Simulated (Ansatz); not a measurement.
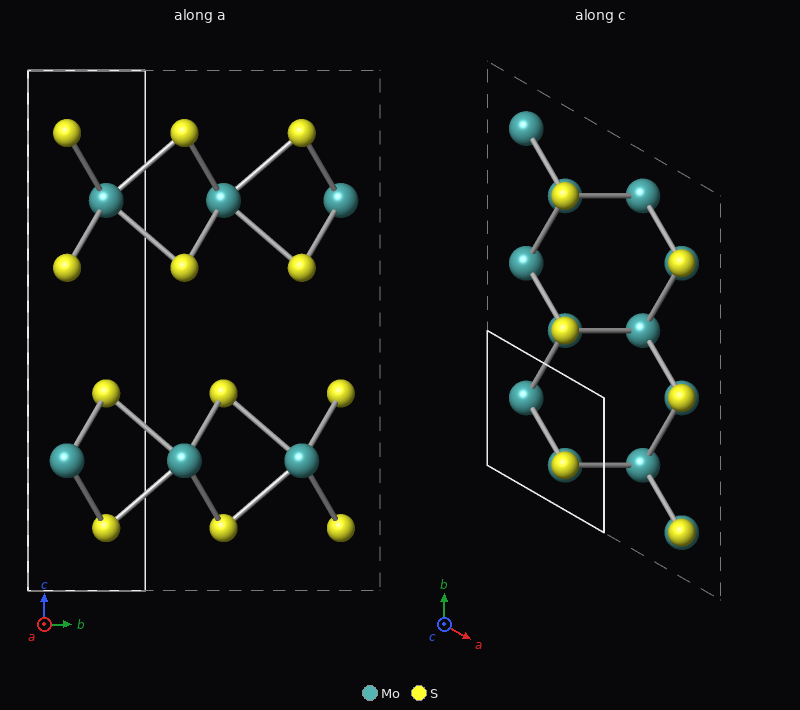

This ball-and-stick model is shown along the a axis and along the c axis. One unit cell is drawn solid; the view covers 2×3×1 cells.

MoS$_{2}$, a = 3.15 Å, b = 3.15 Å, c = 12.09 Å, α = 90.00°, β = 90.00°, γ = 120.00°.

Calculation details: DFT PBE+D3(BJ), scalar-relativistic, plane waves, PAW in Ansatz; a 420 eV plane-wave basis, Brillouin-zone sampling on a 12×12×4 mesh, Gaussian smearing of 0.02 eV, no spin polarisation.

**Classify it as metallic or gapped, with the value.**

A semiconductor at this level, with a gap of 0.77 eV.

**What is the pressure at this volume?**

The computed pressure is 0.0 GPa, close to zero.

Starting structure: a structure listed in the Materials Project. Earlier steps of the study may have refined or changed the cell and positions. It was run through Ansatz as a DFT input.
